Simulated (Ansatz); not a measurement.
Consider TiC (slab).

```yaml
crystal:
  lattice:
    - [3.06377, 0.00000, 0.00000]
    - [0.00000, 3.06377, 0.00000]
    - [0.00000, 0.00000, 19.33282]
  atoms:
    - { symbol: Ti, position: [0.50000, 0.50000, 0.38794] }
    - { symbol: C, position: [0.00000, 0.00000, 0.38794] }
    - { symbol: Ti, position: [0.00000, 0.00000, 0.50000] }
    - { symbol: C, position: [0.50000, 0.50000, 0.50000] }
    - { symbol: Ti, position: [0.50000, 0.50000, 0.61206] }
    - { symbol: C, position: [0.00000, 0.00000, 0.61206] }
```

Not relaxed (largest force 1.4 eV/Å); computed without spin polarisation.

All numbers below come from DFT PBE, scalar-relativistic, plane waves, PAW (Ansatz 0.2.0).

Question: What can the converged valence pseudo-density and electron localisation function tell about the bonding?

Answer: Ti–C (2.17 Å): ρ is about 0.52 e/Å³ halfway; the ELF peaks at about 0.80 in the valence shell of C, 0.7 Å from its nucleus, and is about 0.30 at the midpoint.

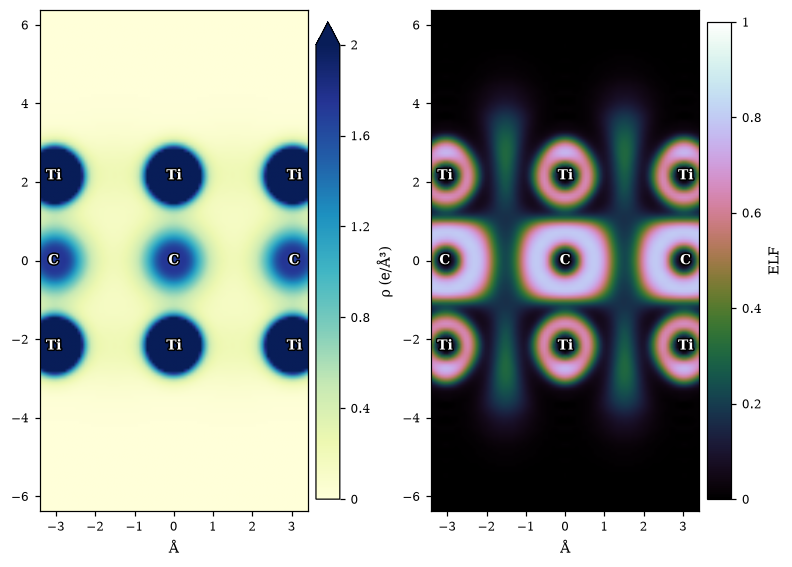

Computed valence pseudo-density and electron localisation function on the (100) plane of the calculation cell, a cut from vacuum to vacuum, in this order. 

The density is the valence pseudo-density of a PAW calculation; it isn't the true density close to the nuclei.
